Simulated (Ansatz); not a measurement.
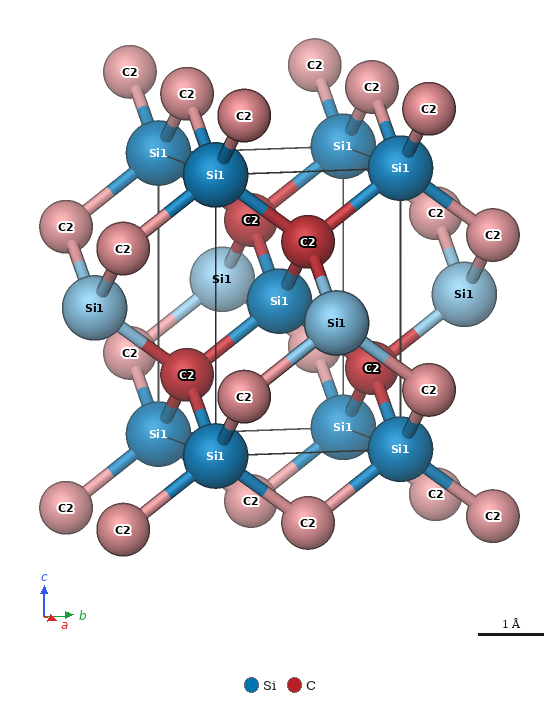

**Figure 1.** The structure as given in the input (ball-and-stick view of the cell 2 times as large as that of the calculation, set on its symmetry axes, seen slightly off an axis; neighbours outside the cell are drawn fainter; atoms are numbered from 1 in the order of the input). Near neighbours in the crystal (not all of them lie inside the picture): Si has 4 C at 1.86 Å; C has 4 Si at 1.86 Å.

# SiC: a changed input and its effect

System: SiC (2 atoms in the cell).
Method of the first run: DFT, LDA, all-electron LAPW, scalar-relativistic; levels at fixed fractional wave vectors of a strained or displaced cell, no spin polarisation (Ansatz 0.2.0).

The structure derives from an entry of the Crystallography Open Database. Text and figures count atoms from 1; the logs count them from 0 in places.

Input, the first run:
```yaml
crystal:
  lattice:
    - [2.12119567986, 2.12119567986, 0.0]
    - [-2.12119567986, 2.12119567986, 0.0]
    - [0.0, 2.12119567986, 2.19432146819]
  atoms:
    - { symbol: Si, position: [0.0, 0.0, 0.0] }
    - { symbol: C, position: [0.75, 0.25, 0.5] }
kpoints:
  mp_grid: { grid: [10, 10, 10] }
scf:
  occupations: { method: fixed }
  convergence: { dr2_threshold: 1.0e-10 }
hamiltonian:
  xc: lda
  pseudopotentials: { kind: all_electron, lapw: { basis_error: 0.0005 } }
output:
  forces: true
  stress: true
  eigenstates:
    kpoints:
      - [0.0, 0.0, 0.0]
      - [-0.5, 0.5, 0.0]
      - [-0.5, -0.5, -0.5]
      - [0.0, 0.0, -0.5]
      - [0.0, -0.5, -0.5]
      - [0.0, 0.5, 0.0]
      - [-0.5, 0.0, 0.0]
      - [-0.5, 0.0, -0.5]
  eigenvalues: true
```

Launched with:
```bash
ansatz run input.yaml --threads 1 --pin off --max-ram 3072MiB --backend cpu --events-out ev --progress --plain --runs-dir out
```

Hardware: 1 thread of Intel Xeon (Granite Rapids), 64 GiB of memory available, shared host.

Output, shortened to warnings, some set-up lines, iterations and results (the first run):
```
Basis set: ecut = 394.8691515989094 eV, 339 PW (Γ), exchange–correlation at level 2
Symmetry: 8 space group operations
k-points: 102 of 1000 (time reversal used)
Initial density: superposition of atomic densities (chi_scale 0.1, normalization cell, long waves kept (reshape's long-wave potential 0.00 eV rms))
[...]
SCF iter   1: F=—  HF=-8896.821078 eV  |F-HF|=—  |Δ(HF+E_count)|=         —  Δρ=1.53e-1  dr2=5.33e0  ethr=2.96e-2  ⟨swp⟩=2.0  Hψ=9291  notcnv=0
SCF iter   2: F=—  HF=-8894.811990 eV  |F-HF|=—  |Δ(HF+E_count)|=    2.01e0  Δρ=3.95e-2  dr2=2.01e-1  ethr=1.11e-3  ⟨swp⟩=2.0  Hψ=7220  notcnv=0
SCF iter   3: F=—  HF=-8894.687108 eV  |F-HF|=—  |Δ(HF+E_count)|=         —  Δρ=1.66e-2  dr2=3.32e-2  ethr=1.11e-3  ⟨swp⟩=3.0  Hψ=4150  notcnv=0
SCF iter   4: F=—  HF=-8894.676220 eV  |F-HF|=—  |Δ(HF+E_count)|=   1.09e-2  Δρ=1.10e-3  dr2=1.36e-4  ethr=1.84e-4  ⟨swp⟩=2.0  Hψ=3570  notcnv=0
SCF iter   5: F=—  HF=-8894.676200 eV  |F-HF|=—  |Δ(HF+E_count)|=   1.97e-5  Δρ=1.68e-4  dr2=2.79e-6  ethr=7.58e-7  ⟨swp⟩=3.1  Hψ=4337  notcnv=0
SCF iter   6: F=—  HF=-8894.676200 eV  |F-HF|=—  |Δ(HF+E_count)|=   3.14e-9  Δρ=4.01e-5  dr2=1.71e-7  ethr=1.55e-8  ⟨swp⟩=3.0  Hψ=3919  notcnv=0
SCF iter   7: F=—  HF=-8894.676200 eV  |F-HF|=—  |Δ(HF+E_count)|=   8.09e-8  Δρ=2.23e-6  dr2=4.81e-10  ethr=9.51e-10  ⟨swp⟩=3.0  Hψ=4086  notcnv=0
SCF iter   8: F=-8894.676200 eV  HF=-8894.676200 eV  |F-HF|=5.46e-12  |Δ(HF+E_count)|=  3.93e-10  Δρ=1.36e-7  dr2=2.89e-12  ethr=2.67e-12  ⟨swp⟩=3.0  Hψ=4338  notcnv=0
SCF 1 converged in 8 iterations: F = -8894.676200 eV  dr2 = 2.89e-12
NSCF: frozen V_eff on 8 k-points
SCF converged after 8 iterations
Free energy (F): -8894.676200 eV
Harris-Foulkes:  -8894.676200 eV  (|F-HF|=5.46e-12)
Internal energy: -8894.676200 eV  (E = F + TS)
E sigma→0 (E₀):  -8894.676200 eV
Fermi energy:    11.274850 eV
--- Per-component energies (eV) ---
  E_band       = -1164.895908
  E_kinetic    = 8905.206969
  E_xc         = -682.049278
  E_electrostatic = -17117.833890  (all electrons and nuclei)
  E_smearing   = -0.000000  (= −TS)
  E_closure    = 0.000000  (closes the sum)
  E_atoms      = -8878.040847  (free atoms, spherical and without spin; not in F)
  Σ components = -8894.676200   (vs F -8894.676200, Δ=0.00e0)
  Basis errors (estimates in eV, not in F): energy 2.8e-4 per atom: plane waves 2.5e-4 (1.5e-4 summed), levels above the bands 0.0e0, relativity 6.4e-9, radial functions 2.3e-5, core shells 9.4e-13; eigenvalues (radial functions only) 2.0e-6; not estimated: angular momenta, meshes, grids; target …
--- Forces (eV/Å), atoms counted from 1 ---
  atom   1  Si    -0.00000000     0.00000000     0.00000000
  atom   2  C      0.00000000     0.00000000     0.00000000
  max |Σ_I F_I| component: 1.39e-17 eV/Å
--- Stress (GPa, compression-positive) ---
        9.513593       0.000000       0.000000
        0.000000       9.513593      -0.000000
        0.000000      -0.000000      -0.032191
  P = ⅓ Tr σ = 6.3317 GPa (63.317 kbar)
```

The input of the second run differs as follows (lines with − go, lines with + come):
```diff
-    - [2.12119567986, 2.12119567986, 0.0]
-    - [-2.12119567986, 2.12119567986, 0.0]
-    - [0.0, 2.12119567986, 2.19432146819]
+    - [2.14284053373, 2.14284053373, 0.0]
+    - [-2.14284053373, 2.14284053373, 0.0]
+    - [0.0, 2.14284053373, 2.17959041731]
```

How does the second run compare with the first run?

With the same functional and potentials, the second run lies 8.9 meV per atom lower. The gap on the mesh goes from 1.09 to 1.20 eV. The pressure goes from 6.33 to 3.05 GPa. The volume per atom goes from 9.87 to 10.01 Å³. The number of SCF iterations is the same.

Output, shortened to warnings, some set-up lines, iterations and results (the second run):
```
Basis set: ecut = 391.1254715817733 eV, 339 PW (Γ), exchange–correlation at level 2
Symmetry: 8 space group operations
k-points: 102 of 1000 (time reversal used)
Initial density: superposition of atomic densities (chi_scale 0.1, normalization cell, long waves kept (reshape's long-wave potential 0.00 eV rms))
[...]
SCF iter   1: F=—  HF=-8896.798240 eV  |F-HF|=—  |Δ(HF+E_count)|=         —  Δρ=1.50e-1  dr2=5.25e0  ethr=2.91e-2  ⟨swp⟩=2.0  Hψ=9324  notcnv=0
SCF iter   2: F=—  HF=-8894.834191 eV  |F-HF|=—  |Δ(HF+E_count)|=    1.96e0  Δρ=3.96e-2  dr2=2.08e-1  ethr=1.15e-3  ⟨swp⟩=2.0  Hψ=7224  notcnv=0
SCF iter   3: F=—  HF=-8894.704931 eV  |F-HF|=—  |Δ(HF+E_count)|=         —  Δρ=1.66e-2  dr2=3.36e-2  ethr=1.15e-3  ⟨swp⟩=3.0  Hψ=4165  notcnv=0
SCF iter   4: F=—  HF=-8894.693924 eV  |F-HF|=—  |Δ(HF+E_count)|=   1.10e-2  Δρ=1.07e-3  dr2=1.35e-4  ethr=1.87e-4  ⟨swp⟩=2.0  Hψ=3572  notcnv=0
SCF iter   5: F=—  HF=-8894.693904 eV  |F-HF|=—  |Δ(HF+E_count)|=   2.07e-5  Δρ=1.65e-4  dr2=2.79e-6  ethr=7.52e-7  ⟨swp⟩=3.2  Hψ=4344  notcnv=0
SCF iter   6: F=—  HF=-8894.693904 eV  |F-HF|=—  |Δ(HF+E_count)|=   3.25e-8  Δρ=4.11e-5  dr2=1.84e-7  ethr=1.55e-8  ⟨swp⟩=3.0  Hψ=3932  notcnv=0
SCF iter   7: F=—  HF=-8894.693903 eV  |F-HF|=—  |Δ(HF+E_count)|=   8.84e-8  Δρ=2.46e-6  dr2=6.03e-10  ethr=1.02e-9  ⟨swp⟩=3.0  Hψ=4086  notcnv=0
SCF iter   8: F=-8894.693903 eV  HF=-8894.693903 eV  |F-HF|=0.00e0  |Δ(HF+E_count)|=  4.37e-10  Δρ=1.47e-7  dr2=3.46e-12  ethr=3.35e-12  ⟨swp⟩=3.0  Hψ=4333  notcnv=0
SCF 1 converged in 8 iterations: F = -8894.693903 eV  dr2 = 3.46e-12
NSCF: frozen V_eff on 8 k-points
SCF converged after 8 iterations
Free energy (F): -8894.693903 eV
Harris-Foulkes:  -8894.693903 eV  (|F-HF|=0.00e0)
Internal energy: -8894.693903 eV  (E = F + TS)
E sigma→0 (E₀):  -8894.693903 eV
Fermi energy:    11.035856 eV
--- Per-component energies (eV) ---
  E_band       = -1168.578018
  E_kinetic    = 8904.039351
  E_xc         = -681.741750
  E_electrostatic = -17116.991504  (all electrons and nuclei)
  E_smearing   = -0.000000  (= −TS)
  E_closure    = 0.000000  (closes the sum)
  E_atoms      = -8878.040847  (free atoms, spherical and without spin; not in F)
  Σ components = -8894.693903   (vs F -8894.693903, Δ=0.00e0)
  Basis errors (estimates in eV, not in F): energy 2.8e-4 per atom: plane waves 2.5e-4 (1.5e-4 summed), levels above the bands 0.0e0, relativity 6.2e-9, radial functions 2.2e-5, core shells 7.7e-13; eigenvalues (radial functions only) 2.0e-6; not estimated: angular momenta, meshes, grids; target …
--- Forces (eV/Å), atoms counted from 1 ---
  atom   1  Si    -0.00000000     0.00000000     0.00000000
  atom   2  C      0.00000000     0.00000000     0.00000000
  max |Σ_I F_I| component: 1.39e-17 eV/Å
--- Stress (GPa, compression-positive) ---
        4.581756       0.000000       0.000000
        0.000000       4.581756       0.000000
        0.000000       0.000000      -0.027237
  P = ⅓ Tr σ = 3.0454 GPa (30.454 kbar)
```

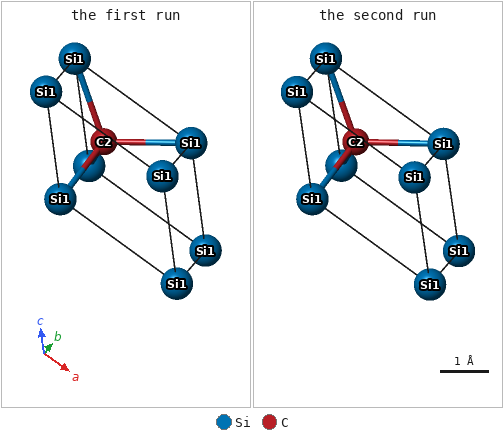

**Figure 2.** The two input geometries at one scale (ball-and-stick view of the reduced cell, seen slightly off an axis). The atoms keep their places relative to the cell (all moves are under 0.005 Å). The drawn cell changes as follows: a = b 3.000 → 3.030 Å (+1.0 %), c 3.052 → 3.057 Å (+0.1 %), α 119.4° → 119.7°, β 119.4° → 119.7°; the volume changes by +1.4 %. Among the contacts that change: Si1–C2 1.858 → 1.866 Å.

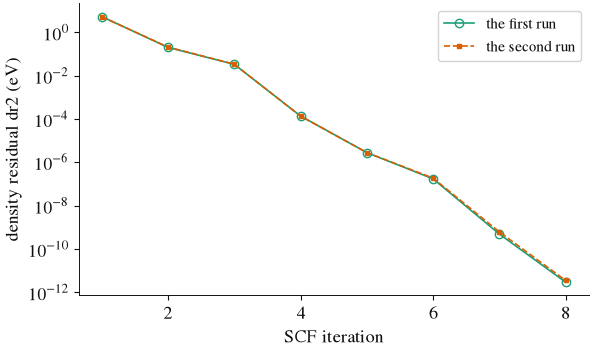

**Figure 3.** Convergence of the two runs: density residual dr2 against the SCF iteration. The first run takes 8 iterations in all, and the second run takes 8.

The two runs side by side:

| quantity | the first run | the second run |
| --- | --- | --- |
| outcome | converged | converged |
| free energy per atom (eV) | −4447.3381 | −4447.3470 |
| gap on the mesh (eV) | 1.09 | 1.20 |
| pressure (GPa) | 6.33 | 3.05 |
| volume per atom (Å³) | 9.87 | 10.01 |
| largest force (eV/Å) | 0.000 | 0.000 |
| SCF iterations | 8 | 8 |
| irreducible k-points | 102 | 102 |
| plane waves at Γ | 339 | 339 |
| wall time (shared host) | 9.6 s | 8.9 s |
